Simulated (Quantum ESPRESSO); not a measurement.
**CdS: band-structure run (part 2 of 2)**

CdS (2 atoms in the cell); Kohn-Sham DFT of a periodic cell, PBEsol, GBRV 1.5 PBEsol, no spin polarisation (Quantum ESPRESSO 7.5); cutoff 612.26 eV, 8×8×8 k-mesh, fermi-dirac of 0.05 eV. The structure derives from a Materials Project entry.

Geometry of the input (Å; fractional positions):
```
0.0000  2.7532  2.7532
2.7532  0.0000  2.7532
2.7532  2.7532  0.0000
Cd 0.0000  0.0000  0.0000
S  0.5000  0.5000  0.5000
```

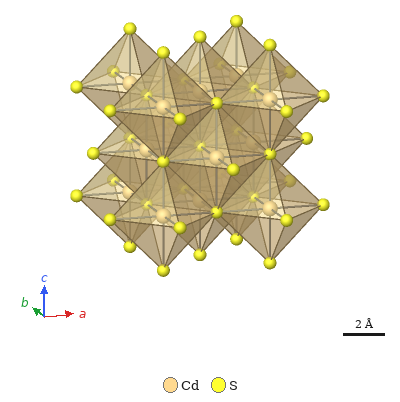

**Figure 1.** The structure (polyhedral view of the cell 4 times as large as that of the calculation, set on its symmetry axes, seen slightly off an axis; polyhedra are completed across the faces of the cell).

### Log, continued
```
     negative rho (up, down):  1.962E-02 0.000E+00

     total energy              =    -138.57256803 Ry
     estimated scf accuracy    <       0.00112104 Ry

     iteration #  4     ecut=    45.00 Ry     beta= 0.50
     Davidson diagonalization with overlap
     ethr =  6.23E-06,  avg # of iterations =  5.9

     negative rho (up, down):  1.961E-02 0.000E+00

     total energy              =    -138.57265102 Ry
     estimated scf accuracy    <       0.00003761 Ry

     iteration #  5     ecut=    45.00 Ry     beta= 0.50
     Davidson diagonalization with overlap
     ethr =  2.09E-07,  avg # of iterations =  7.7

     negative rho (up, down):  1.964E-02 0.000E+00

     total energy              =    -138.57269242 Ry
     estimated scf accuracy    <       0.00000141 Ry

     iteration #  6     ecut=    45.00 Ry     beta= 0.50
     Davidson diagonalization with overlap
     ethr =  7.83E-09,  avg # of iterations =  4.8

     negative rho (up, down):  1.965E-02 0.000E+00

     total energy              =    -138.57269323 Ry
     estimated scf accuracy    <       0.00000060 Ry

     iteration #  7     ecut=    45.00 Ry     beta= 0.50
     Davidson diagonalization with overlap
     ethr =  3.33E-09,  avg # of iterations =  2.0

     negative rho (up, down):  1.965E-02 0.000E+00

     total energy              =    -138.57269340 Ry
     estimated scf accuracy    <          9.8E-09 Ry

     iteration #  8     ecut=    45.00 Ry     beta= 0.50
     Davidson diagonalization with overlap
     ethr =  5.46E-11,  avg # of iterations =  6.3

     negative rho (up, down):  1.965E-02 0.000E+00

     total energy              =    -138.57269342 Ry
     estimated scf accuracy    <          1.1E-09 Ry

     iteration #  9     ecut=    45.00 Ry     beta= 0.50
     Davidson diagonalization with overlap
     ethr =  6.36E-12,  avg # of iterations =  3.9

     negative rho (up, down):  1.965E-02 0.000E+00

     End of self-consistent calculation

          k = 0.0000 0.0000 0.0000 (  1459 PWs)   bands (ev):

    -4.9645   0.2054   0.2054   0.2063   0.2063   0.2063   6.9896   6.9896
     6.9896   8.4224  16.8612  16.8612  16.8612  18.8970  18.8970

          k = 0.0884 0.0884-0.0884 (  1429 PWs)   bands (ev):

    -4.8339   0.1598   0.1598   0.1916   0.2347   0.2347   5.8084   7.0884
     7.0884   9.5983  15.6037  16.4951  16.4951  17.8493  17.8493

          k = 0.1768 0.1768-0.1768 (  1423 PWs)   bands (ev):

    -4.4841   0.0531   0.0531   0.1366   0.3048   0.3048   4.3405   7.3398
     7.3398  10.8660  14.3852  15.0562  15.0562  18.3586  18.3990

          k = 0.2652 0.2652-0.2652 (  1429 PWs)   bands (ev):

    -4.0650  -0.0489  -0.0489   0.0280   0.3764   0.3764   3.2921   7.6184
     7.6184  11.1695  13.9176  13.9176  14.1929  18.9176  19.5673

          k =-0.3536-0.3536 0.3536 (  1458 PWs)   bands (ev):

    -3.8607  -0.0899  -0.0899  -0.0479   0.4065   0.4065   2.9152   7.7459
     7.7459  11.0712  13.4948  13.4948  14.3127  19.7765  20.3743

          k = 0.1768 0.0000 0.0000 (  1427 PWs)   bands (ev):

    -4.7966   0.1106   0.1836   0.2209   0.2343   0.2343   5.9613   6.8126
     6.8126  10.0147  15.5580  15.7701  16.5530  16.5530  19.9766

          k = 0.2652 0.0884-0.0884 (  1430 PWs)   bands (ev):

    -4.5381   0.0326   0.1569   0.1606   0.2783   0.3115   4.8446   6.7673
     7.0110  11.0671  13.9138  14.9723  16.0471  17.0750  19.5057

          k = 0.3536 0.1768-0.1768 (  1440 PWs)   bands (ev):

    -4.1655  -0.0144   0.0536   0.1040   0.3458   0.3856   3.6933   6.9727
     7.1606  11.5360  12.8510  14.9661  15.0100  17.9273  20.1064

          k =-0.2652-0.4419 0.4419 (  1444 PWs)   bands (ev):

    -3.8959  -0.0360   0.0117   0.0171   0.4059   0.4128   3.0757   6.9855
     7.3417  11.6096  12.4570  14.1631  15.3740  18.9668  20.5324

          k =-0.1768-0.3536 0.3536 (  1434 PWs)   bands (ev):

    -3.9493  -0.0621  -0.0284   0.0872   0.3800   0.4221   3.2177   6.6647
     7.6720  11.8421  12.6123  13.8781  15.2213  19.2991  19.6171

          k =-0.0884-0.2652 0.2652 (  1427 PWs)   bands (ev):

    -4.2789  -0.0149   0.0272   0.1472   0.3108   0.3802   4.0201   6.4601
     7.7240  11.7334  13.4002  14.3665  14.8392  17.9914  19.5958

          k = 0.0000-0.1768 0.1768 (  1432 PWs)   bands (ev):

    -4.6362   0.0768   0.1197   0.1771   0.2504   0.3020   5.0715   6.6050
     7.4645  10.6691  14.9196  15.0938  15.5688  17.2267  19.0220

          k = 0.3536 0.0000 0.0000 (  1427 PWs)   bands (ev):

    -4.4202   0.0674   0.1289   0.2586   0.3155   0.3155   5.0154   6.3453
     6.3453  10.6512  14.1184  14.6138  16.7835  16.7835  20.5151

          k = 0.4419 0.0884-0.0884 (  1430 PWs)   bands (ev):

    -4.1908   0.1079   0.1725   0.2043   0.3879   0.3956   4.2333   6.2210
     6.2591  10.0294  14.1089  14.8471  16.5778  17.6247  20.9767

          k =-0.1768-0.5303 0.5303 (  1439 PWs)   bands (ev):

    -3.9722   0.0958   0.1023   0.2357   0.4299   0.5236   3.5368   5.7453
     6.5430  10.2294  13.7565  15.5515  15.7413  18.4655  20.9804

          k =-0.0884-0.4419 0.4419 (  1444 PWs)   bands (ev):

    -3.8996   0.0121   0.0629   0.2212   0.4032   0.5557   3.5133   5.2608
     7.0822  10.9472  13.5460  14.9050  15.5359  19.2689  19.5240

          k = 0.0000-0.3536 0.3536 (  1428 PWs)   bands (ev):

    -4.0310  -0.0305   0.0167   0.1815   0.3495   0.4740   3.8392   5.4456
     7.6019  12.0125  12.9912  14.3467  14.8323  18.3789  21.0507

          k = 0.5303-0.0000 0.0000 (  1431 PWs)   bands (ev):

    -4.1374   0.0742   0.2964   0.4197   0.4197   0.5363   4.1903   5.8373
     5.8373   8.6601  13.9222  16.1934  17.8279  17.8279  21.3265

          k =-0.0884-0.6187 0.6187 (  1438 PWs)   bands (ev):

    -4.0386   0.0732   0.2511   0.4109   0.4540   0.8759   3.8004   5.2137
     5.8739   8.7145  13.9309  16.5440  17.5980  18.4205  21.6150

          k = 0.0000-0.5303 0.5303 (  1448 PWs)   bands (ev):

    -3.9419   0.0951   0.1367   0.3329   0.4378   0.8401   4.1304   4.2320
     6.3537   9.7184  14.1892  16.1569  16.3604  18.2006  20.3402

          k =-0.7071 0.0000 0.0000 (  1428 PWs)   bands (ev):

    -4.0638   0.0516   0.3122   0.4711   0.4711   1.1154   3.5350   5.6174
     5.6174   7.8544  13.6953  17.2924  18.7044  18.7044  21.8690

          k = 0.3536 0.1768 0.0000 (  1432 PWs)   bands (ev):

    -4.2872   0.0241   0.1156   0.1442   0.3207   0.3896   4.3355   6.0789
     7.1958  11.3505  13.3973  14.5864  15.6777  17.4410  20.6030

          k =-0.2652-0.4419 0.6187 (  1438 PWs)   bands (ev):

    -4.0130   0.0245   0.0774   0.1472   0.3812   0.4684   3.6501   5.8441
     7.0374  11.4109  12.9803  14.8915  15.3312  18.4372  21.0232

          k =-0.1768-0.3536 0.5303 (  1440 PWs)   bands (ev):

    -3.8915  -0.0152   0.1098   0.1551   0.4170   0.5030   3.3017   5.9179
     6.7999  11.5331  12.6630  14.9411  15.6151  19.4594  19.7964

          k =-0.1768-0.5303 0.7071 (  1436 PWs)   bands (ev):

    -4.0472   0.1060   0.1692   0.3007   0.4204   0.5928   3.9692   5.5298
     6.0095   9.7849  14.2474  14.9604  16.8523  18.3208  21.6286

          k =-0.0884-0.4419 0.6187 (  1439 PWs)   bands (ev):

    -3.9351   0.0801   0.1421   0.2731   0.4483   0.7851   3.8531   4.9369
     5.8454  10.4892  14.0975  15.1636  16.0701  19.0992  20.6667

          k = 0.0000-0.3536 0.5303 (  1447 PWs)   bands (ev):

    -3.9180   0.0245   0.1569   0.2041   0.4231   0.6682   3.8794   4.8205
     6.3924  11.2146  13.4473  15.1367  15.6199  19.3362  19.7425

          k =-0.7071 0.1768-0.0000 (  1428 PWs)   bands (ev):

    -3.9946   0.0897   0.2046   0.3772   0.4711   1.0125   3.8409   5.1391
     5.2966   9.2529  14.1110  16.4977  16.5922  19.2153  21.5213

          k =-0.7071 0.3536 0.0000 (  1448 PWs)   bands (ev):

    -3.9208   0.0697   0.2075   0.2075   0.4712   0.9361   4.5604   4.5604
     4.8733  11.0223  14.2690  15.2225  15.2225  20.4076  20.4077

     the Fermi energy is     7.8830 ev

!    total energy              =    -138.57269342 Ry
     estimated scf accuracy    <          5.6E-12 Ry
     smearing contrib. (-TS)   =      -0.00015015 Ry
     internal energy E=F+TS    =    -138.57254327 Ry

     The total energy is F=E-TS. E is the sum of the following terms:
     one-electron contribution =     -23.04848014 Ry
     hartree contribution      =      26.27164954 Ry
     xc contribution           =     -47.40594647 Ry
     ewald contribution        =     -94.38976620 Ry

     convergence has been achieved in   9 iterations

     negative rho (up, down):  1.965E-02 0.000E+00

     Forces acting on atoms (cartesian axes, Ry/au):

     atom    1 type  1   force =     0.00000000    0.00000000   -0.00000000
     atom    2 type  2   force =     0.00000000   -0.00000000    0.00000000

     Total force =     0.000000     Total SCF correction =     0.000000

     Computing stress (Cartesian axis) and pressure

     negative rho (up, down):  1.965E-02 0.000E+00
          total   stress  (Ry/bohr**3)                   (kbar)     P=      -40.61
  -0.00027605  -0.00000000  -0.00000000          -40.61       -0.00       -0.00
  -0.00000000  -0.00027605  -0.00000000           -0.00      -40.61       -0.00
  -0.00000000  -0.00000000  -0.00027605           -0.00       -0.00      -40.61

=------------------------------------------------------------------------------=
   JOB DONE.
=------------------------------------------------------------------------------=
```

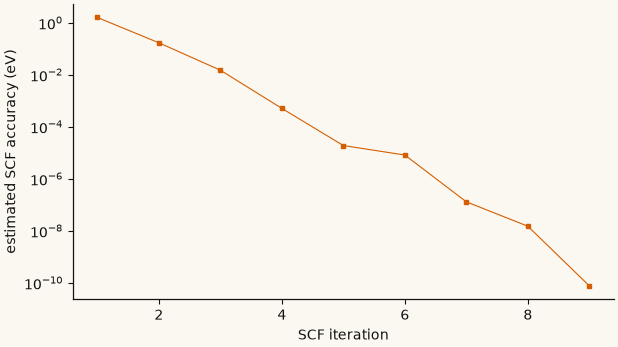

**Figure 2.** Convergence of the self-consistent field: estimated SCF accuracy against the iteration. The field takes 9 iterations in all.
